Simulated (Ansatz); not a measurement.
## Run report: Cu, geometry relaxation (part 2 of 3)

Continued. System: Cu (defect cell, 17 atoms in the cell). Method: DFT PBE, scalar-relativistic, plane waves, PAW, no spin polarisation (Ansatz 0.2.0); cutoff 420 eV, 5×5×5 k-mesh, Gaussian smearing of 0.1 eV. The structure derives from a Materials Project entry. It belongs to a series of runs on one base structure; here: Cu interstitial, charge +0, atoms relaxed at the host's cell.

Geometry of the input (Å; fractional positions):
```
3.6298  3.6298  -3.6298
-3.6298  -3.6298  -3.6298
-3.6298  3.6298  3.6298
Cu 0.2424  0.7441  -0.0095
Cu 0.5000  0.5000  0.0000
Cu 0.7557  0.2566  -0.0010
Cu 0.7500  0.7500  0.5000
Cu 0.0159  0.7586  0.2594
Cu 0.2689  0.5267  0.2703
Cu 0.5000  0.2500  0.2500
Cu 0.7500  0.0000  0.2500
Cu 0.0000  0.0000  0.0000
Cu 0.5000  0.7500  0.7500
Cu 0.7289  0.4798  0.7309
Cu 0.0000  0.5000  0.5000
Cu 0.2500  0.2500  0.5000
Cu 0.5000  0.0000  0.5000
Cu -0.0088  0.2224  0.7213
Cu 0.2500  -0.0000  0.7500
Cu 0.0059  0.5044  0.0185
```

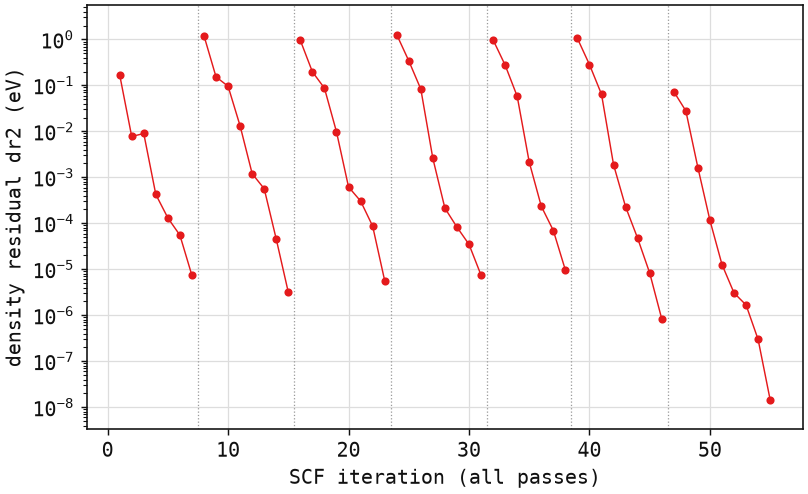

Fig. 1: Convergence of the self-consistent field: density residual dr2 against the SCF iteration. The dotted lines part the SCF passes of the relaxation: geometry steps, rejected trials and re-solves on a re-selected basis. The 7 passes take 7 to 9 iterations each, 55 in all.

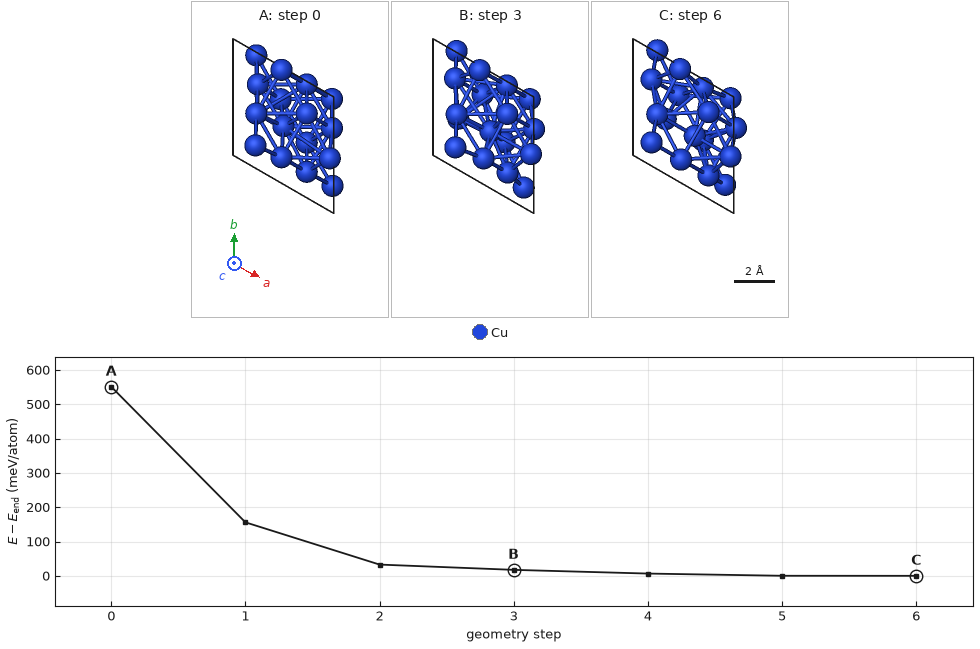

Fig. 2: Frames of the relaxation (ball-and-stick view of the cell of the calculation (origin shifted), along the c axis) above the curves, on which the letters mark them (the first geometry is step 0 here and step 1 in the log).

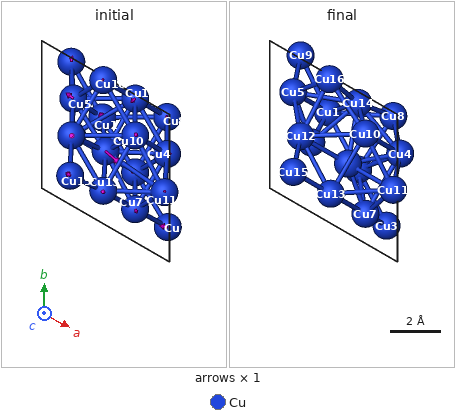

Fig. 3: Before (left) and after (right) the relaxation, at one scale (ball-and-stick view of the cell of the calculation (origin shifted), along the c axis). The pink arrows give the displacements, at true length. The largest move is that of Cu6, 0.92 Å. The lattice vectors keep their values. Among the contacts that change: Cu5–Cu6 2.490 → 3.676 Å, Cu1–Cu6 2.559 → 3.677 Å, Cu3–Cu6 2.637 → 3.675 Å, Cu6–Cu11 3.520 → 2.571 Å. New bonds form: Cu6–Cu11 (3.52 → 2.57 Å). Bonds break: Cu1–Cu6 (2.56 → 3.68 Å), Cu3–Cu6 (2.64 → 3.67 Å), Cu5–Cu6 (2.49 → 3.68 Å), Cu6–Cu15 (2.82 → 3.68 Å). After 6 geometry steps the energy has fallen by 551 meV per atom. The largest force component goes from 16 to 0.014 eV/Å. (Atoms are counted from 1 in the order of the input.)

```
SCF converged after 9 iterations
Free energy (F): -112624.112857 eV
Harris-Foulkes:  -112624.112857 eV  (|F-HF|=1.54e-8)
Internal energy: -112624.090304 eV  (E = F + TS)
E sigma→0 (E₀):  -112624.101580 eV
Entropy (-TS):   -0.022552 eV (-1.327 meV/atom)
Fermi energy:    17.876349 eV
--- Per-component energies (eV) ---
  E_band       = -5819.927716
  E_kinetic    = 5118.820815
  E_local      = -68145.241801  (includes V_loc(G=0)·N_el)
  E_nonlocal   = 6627.412720
  E_hartree    = 30113.656543
  E_xc         = -1532.652428
  E_vxc        = -1978.635240  (∫ρ·V_xc dr)
  E_paw        = -28263.216865  (= ΣΔE_a)
  E_vpaw       = -7669.606651  (= ΣTr[D̂ρ^β])
  E_aug_tail   = 0.004522  (compensation charges beyond the density's cutoff)
  E_ewald      = -56542.873811
  E_smearing   = -0.022552  (= −TS)
  E_closure    = 0.000000  (closes the sum)
  Σ components = -112624.112857   (vs F -112624.112857, Δ=0.00e0)
--- Forces (eV/Å), atoms counted from 1 ---
  atom   1  Cu     0.00087710     0.00521524     0.00035106
  atom   2  Cu     0.00092242    -0.00105200     0.00134790
  atom   3  Cu     0.00134242     0.00280416    -0.00147140
  atom   4  Cu     0.00119464     0.00478661    -0.00097045
  atom   5  Cu     0.00057627     0.00479781     0.00120928
  atom   6  Cu    -0.00169903    -0.01442706    -0.00192623
  atom   7  Cu    -0.00019417     0.00571241     0.00155065
  atom   8  Cu     0.00235088     0.00421162    -0.00175624
  atom   9  Cu    -0.00066527    -0.00153558    -0.00049079
  atom  10  Cu    -0.00090286     0.00508988     0.00163415
  atom  11  Cu    -0.00130185    -0.01335705    -0.00193829
  atom  12  Cu     0.00149883    -0.00119560     0.00074655
  atom  13  Cu     0.00107715     0.00611131    -0.00026024
  atom  14  Cu    -0.00057011    -0.00039232    -0.00033041
  atom  15  Cu    -0.00173420     0.00322679     0.00157211
  atom  16  Cu    -0.00114924     0.00413261     0.00336222
  atom  17  Cu    -0.00162004    -0.01414794    -0.00262689
  max |Σ_I F_I| component: 1.91e-5 eV/Å
--- Band table (eV; the first three rows and the last of 63) ---
  k-point 0: bands = ["-95.1735", "-95.1396", "-94.8991", "-94.8945", "-94.8802", "-94.8753", "-94.8753", "-94.8751", "-94.8751", "-94.8734", "-94.8692", "-94.8660", "-94.8226", "-94.7286", "-94.7285", "-94.7284", "-94.7282", "-52.7241", "-52.5611", "-52.5611", "-52.5352", "-52.5352", "-52.4962", "-52.3805", "-52.3561", "-52.3561", "-52.3484", "-52.3326", "-52.3007", "-52.2869", "-52.2869", "-52.2681", "-52.2681", "-52.2568", "-52.2466", "-52.2443", "-52.2421", "-52.2333", "-52.2333", "-52.2322",
      "-52.2251", "-52.2251", "-52.2237", "-52.2198", "-52.2072", "-52.2061", "-52.2061", "-52.2038", "-52.2038", "-52.2028", "-52.2028", "-52.1948", "-52.1895", "-52.1847", "-52.1641", "-52.1641", "-52.1062", "-52.1042", "-52.1041", "-52.1034", "-52.0991", "-52.0990", "-52.0958", "-52.0947", "-52.0947", "-52.0935", "-52.0935", "-52.0935", "8.0408", "12.1369", "12.2938", "12.4386", "12.4568", "12.4652", "12.5207", "12.5207", "12.5999", "12.7584", "12.7584", "12.7866",
      "12.7866", "12.8995", "12.9742", "13.0126", "13.2621", "13.3209", "13.3209", "13.3797", "13.5943", "13.5944", "13.6882", "13.7278", "13.7853", "13.7853", "13.8487", "13.9153", "13.9316", "14.0180", "14.0624", "14.0932", "14.0932", "14.1683", "14.1820", "14.1821", "14.2997", "14.3195", "14.3196", "14.3318", "14.4765", "14.6065", "14.6065", "14.6467", "14.6772", "14.6772", "14.7553", "14.7553", "14.8569", "14.8598", "14.9914", "14.9915",
      "15.0037", "15.0102", "15.0988", "15.2499", "15.2500", "15.2898", "15.3057", "15.3497", "15.3497", "15.3992", "15.4581", "15.5387", "15.5387", "15.5487", "15.6289", "15.6337", "15.6986", "15.7919", "15.8749", "15.8888", "15.8918", "15.8918", "15.9545", "15.9545", "15.9747", "16.0296", "16.0591", "16.1652", "16.1652", "16.1993", "16.2262", "16.2270", "16.4242", "16.4242", "16.8501", "17.1442", "17.1442", "17.2011", "17.2261", "17.2841",
      "17.2841", "17.2878", "17.4052", "17.4053", "17.4384", "17.4862", "19.1176", "19.1176", "20.0834", "23.3464", "24.4929", "24.6309", "26.2148", "26.2149", "26.6619", "27.1119", "27.1183", "27.1184", "27.2561", "27.3830", "27.4816", "27.4902", "27.5047", "27.5047", "27.7113", "27.9221", "27.9222", "28.0063", "28.3784", "28.3784", "28.4919", "28.5755", "28.6699", "28.6713"]
  k-point 1: bands = ["-95.1735", "-95.1396", "-94.8987", "-94.8950", "-94.8796", "-94.8753", "-94.8752", "-94.8751", "-94.8750", "-94.8742", "-94.8688", "-94.8662", "-94.8225", "-94.7286", "-94.7285", "-94.7284", "-94.7282", "-52.7242", "-52.5603", "-52.5602", "-52.5366", "-52.5362", "-52.4957", "-52.3759", "-52.3628", "-52.3553", "-52.3545", "-52.3189", "-52.2974", "-52.2951", "-52.2882", "-52.2665", "-52.2663", "-52.2567", "-52.2482", "-52.2469", "-52.2399", "-52.2378", "-52.2378", "-52.2312",
      "-52.2246", "-52.2220", "-52.2209", "-52.2187", "-52.2102", "-52.2068", "-52.2052", "-52.2044", "-52.2034", "-52.2018", "-52.1993", "-52.1939", "-52.1902", "-52.1857", "-52.1644", "-52.1639", "-52.1056", "-52.1043", "-52.1039", "-52.1037", "-52.0984", "-52.0982", "-52.0964", "-52.0954", "-52.0947", "-52.0945", "-52.0938", "-52.0936", "8.2814", "11.4059", "11.9030", "12.0251", "12.2628", "12.3293", "12.4140", "12.5555", "12.6770", "12.7821", "12.8720", "12.9139",
      "12.9790", "13.0137", "13.0947", "13.2128", "13.2677", "13.3387", "13.3606", "13.5222", "13.5278", "13.5787", "13.5960", "13.7454", "13.7696", "13.8504", "13.8800", "13.9219", "13.9907", "13.9991", "14.0505", "14.0995", "14.1392", "14.1707", "14.1991", "14.2248", "14.3014", "14.3238", "14.4015", "14.4258", "14.5960", "14.6015", "14.6225", "14.6463", "14.6855", "14.6962", "14.7017", "14.7809", "14.9038", "14.9504", "14.9734", "14.9988",
      "15.0174", "15.0820", "15.1686", "15.1943", "15.2272", "15.2611", "15.3272", "15.3338", "15.4075", "15.4416", "15.4613", "15.6090", "15.6283", "15.6517", "15.6661", "15.7047", "15.7098", "15.8083", "15.8454", "15.8835", "15.8948", "15.9092", "15.9145", "15.9366", "15.9753", "16.0205", "16.0437", "16.0664", "16.1196", "16.1454", "16.1472", "16.2014", "16.2395", "16.3244", "16.4322", "16.5754", "16.7348", "16.7902", "16.8300", "17.3083",
      "17.4467", "17.8274", "18.0030", "18.1175", "18.2206", "18.7547", "19.0589", "19.3437", "19.6860", "23.9301", "24.4395", "24.5002", "24.6836", "24.7456", "24.8125", "25.2426", "25.5922", "26.3957", "26.4854", "26.6932", "26.9910", "27.1942", "27.4167", "27.7056", "28.3089", "28.3702", "28.6279", "28.9728", "29.0024", "29.2772", "29.3864", "29.6791", "30.3218", "30.3246"]
  k-point 2: bands = ["-95.1735", "-95.1396", "-94.8977", "-94.8963", "-94.8781", "-94.8762", "-94.8753", "-94.8751", "-94.8750", "-94.8747", "-94.8679", "-94.8669", "-94.8225", "-94.7286", "-94.7285", "-94.7284", "-94.7282", "-52.7244", "-52.5606", "-52.5591", "-52.5380", "-52.5365", "-52.4961", "-52.3719", "-52.3664", "-52.3544", "-52.3539", "-52.3124", "-52.3078", "-52.2900", "-52.2895", "-52.2638", "-52.2626", "-52.2554", "-52.2524", "-52.2516", "-52.2434", "-52.2408", "-52.2358", "-52.2304",
      "-52.2269", "-52.2219", "-52.2184", "-52.2162", "-52.2076", "-52.2073", "-52.2054", "-52.2050", "-52.2027", "-52.2009", "-52.1972", "-52.1919", "-52.1914", "-52.1882", "-52.1646", "-52.1637", "-52.1048", "-52.1046", "-52.1044", "-52.1036", "-52.0980", "-52.0975", "-52.0974", "-52.0964", "-52.0947", "-52.0945", "-52.0944", "-52.0939", "8.9844", "10.0869", "11.5763", "11.7751", "12.0016", "12.0485", "12.5086", "12.6773", "12.7820", "12.8290", "12.9536", "13.0088",
      "13.0106", "13.0871", "13.1991", "13.2604", "13.3008", "13.3799", "13.4072", "13.4162", "13.5569", "13.6157", "13.6474", "13.7070", "13.7360", "13.8497", "13.8815", "13.9489", "13.9825", "14.0197", "14.1346", "14.1609", "14.1746", "14.1892", "14.2553", "14.3438", "14.3887", "14.4013", "14.4913", "14.5326", "14.5889", "14.6053", "14.6193", "14.6674", "14.7097", "14.7347", "14.7716", "14.8523", "14.8751", "14.9680", "15.0087", "15.0214",
      "15.0434", "15.0709", "15.1323", "15.2231", "15.2372", "15.2540", "15.2972", "15.3089", "15.3485", "15.4789", "15.4952", "15.5279", "15.5800", "15.6431", "15.6875", "15.7163", "15.7646", "15.8097", "15.8277", "15.8854", "15.8955", "15.9072", "15.9660", "15.9693", "15.9883", "15.9997", "16.0118", "16.0448", "16.1040", "16.1089", "16.1378", "16.1628", "16.2185", "16.2494", "16.2871", "16.3194", "16.4066", "16.4541", "16.4673", "17.5974",
      "17.7064", "18.1796", "18.3303", "18.8175", "19.1352", "19.1546", "19.5702", "20.9879", "21.0561", "22.1142", "22.1989", "22.5453", "22.8181", "22.8354", "24.8646", "25.2514", "25.5947", "25.7366", "26.1318", "26.7492", "26.8693", "27.5816", "27.8693", "27.9729", "28.1055", "28.8249", "28.9403", "29.0659", "29.1701", "29.6188", "29.6951", "30.3009", "30.6711", "30.6960"]
  k-point 62: bands = ["-95.1735", "-95.1396", "-94.8987", "-94.8951", "-94.8799", "-94.8753", "-94.8750", "-94.8749", "-94.8747", "-94.8742", "-94.8688", "-94.8665", "-94.8225", "-94.7286", "-94.7285", "-94.7284", "-94.7282", "-52.7240", "-52.5608", "-52.5591", "-52.5383", "-52.5359", "-52.4968", "-52.3717", "-52.3651", "-52.3622", "-52.3469", "-52.3119", "-52.3072", "-52.2953", "-52.2849", "-52.2665", "-52.2648", "-52.2543", "-52.2522", "-52.2501", "-52.2409", "-52.2383", "-52.2342", "-52.2310",
      "-52.2256", "-52.2233", "-52.2218", "-52.2190", "-52.2123", "-52.2075", "-52.2051", "-52.2040", "-52.2014", "-52.1980", "-52.1967", "-52.1918", "-52.1897", "-52.1891", "-52.1656", "-52.1633", "-52.1054", "-52.1048", "-52.1038", "-52.1033", "-52.0981", "-52.0978", "-52.0971", "-52.0965", "-52.0952", "-52.0946", "-52.0940", "-52.0932", "8.7523", "10.8326", "10.9021", "11.6514", "12.2943", "12.3618", "12.4650", "12.5452", "12.6973", "12.8052", "12.9672", "13.0092",
      "13.1035", "13.1407", "13.2080", "13.2924", "13.3212", "13.3497", "13.4410", "13.4541", "13.5429", "13.6233", "13.6521", "13.6937", "13.7812", "13.8147", "13.9327", "13.9407", "14.0178", "14.0754", "14.0862", "14.1360", "14.1942", "14.2069", "14.2683", "14.3339", "14.3491", "14.3719", "14.4153", "14.4994", "14.5114", "14.5564", "14.5639", "14.6165", "14.6862", "14.7223", "14.7953", "14.8362", "14.9096", "14.9692", "14.9830", "15.0272",
      "15.0516", "15.1499", "15.1715", "15.2205", "15.2397", "15.2834", "15.3278", "15.3610", "15.3966", "15.4084", "15.4607", "15.5461", "15.6009", "15.6372", "15.6524", "15.6841", "15.7153", "15.7938", "15.8281", "15.8349", "15.8588", "15.9142", "15.9161", "15.9584", "15.9851", "16.0089", "16.0204", "16.0463", "16.0530", "16.0867", "16.1176", "16.1513", "16.2107", "16.2208", "16.2825", "16.3486", "16.4419", "16.8179", "16.8579", "17.3202",
      "17.5157", "17.6706", "18.3956", "18.5298", "19.0133", "19.6008", "19.8788", "20.0920", "20.3328", "21.9856", "22.7758", "23.0088", "23.7842", "23.9696", "24.8026", "25.1621", "25.4549", "25.8268", "26.0468", "26.8512", "27.0254", "27.2681", "27.3811", "27.4992", "27.7314", "27.7676", "28.9726", "29.3643", "29.5285", "29.6043", "29.7988", "30.4679", "30.9556", "31.1335"]
```
